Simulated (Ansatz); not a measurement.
Ag2O

```
Ag O
1.0
     5.00454    0.00000    0.00000
     0.00000    5.00454    0.00000
     0.00000    0.00000    5.00454
Ag O
4 2
Direct
  0.75000 0.75000 0.75000
  0.75000 0.25000 0.25000
  0.25000 0.25000 0.75000
  0.25000 0.75000 0.25000
  0.00000 0.00000 0.00000
  0.50000 0.50000 0.50000
```

Space group Pn-3m; changed on purpose from its base cell (equal strain along all axes, cell held, atoms relaxed: +4.0 %); computed pressure about −6 GPa in this cell.

The calculation used DFT PBE, scalar-relativistic, plane waves, PAW in Ansatz 0.2.0.

In a PAW calculation such maps are meaningful between the atoms, not at the nuclei.

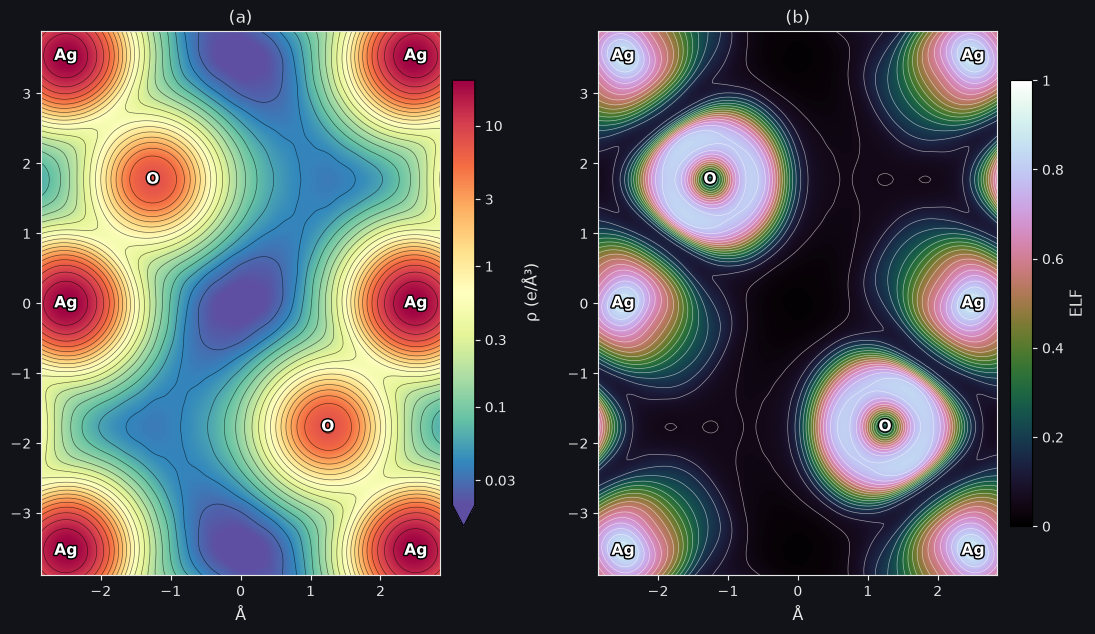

Figure 1. (a) valence electron density; (b) electron localisation function on the (110) plane of the conventional cell.

Question: Interpret the plot.

Answer: Atoms in the plane: Ag and O. Ag–O (2.17 Å): ρ at the midpoint is about 0.54 e/Å³; the ELF peaks at about 0.85 in the valence shell of O, 0.6 Å from its nucleus, and drops to about 0.15 between the two atoms (no shared electron pair shows on this line). Between the atoms the lowest density in this plane is 0.02 e/Å³. The features right at Ag lie inside the PAW spheres, where the map follows smoothed inner orbitals and isn't to be read closely.

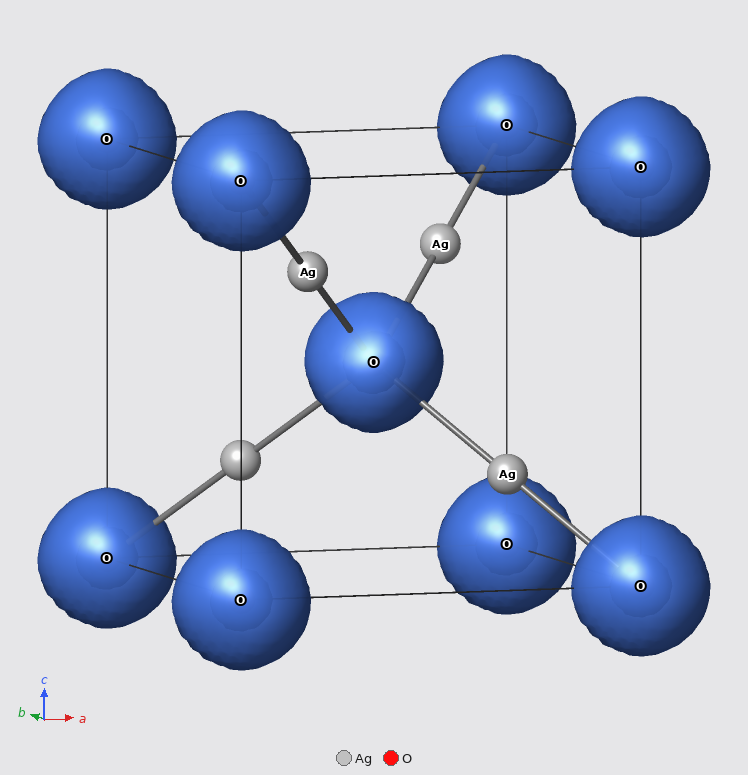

Figure 2. Isosurface of the ELF at 0.7 (blue), seen slightly off an axis. Only the valence region is drawn (cores and ρ < 0.01 e/Å³ removed). Sticks mark near contacts.

Question: Where are the electrons localised?

Answer: The ELF exceeds this value in two regions wrapped around O (the valence shell of each), counted in one cell of 6 atoms. Regions shared between cells count once.

Question: Does the calculation give a band gap?

Answer: It is metallic or semimetallic at this level of theory: no gap opens.
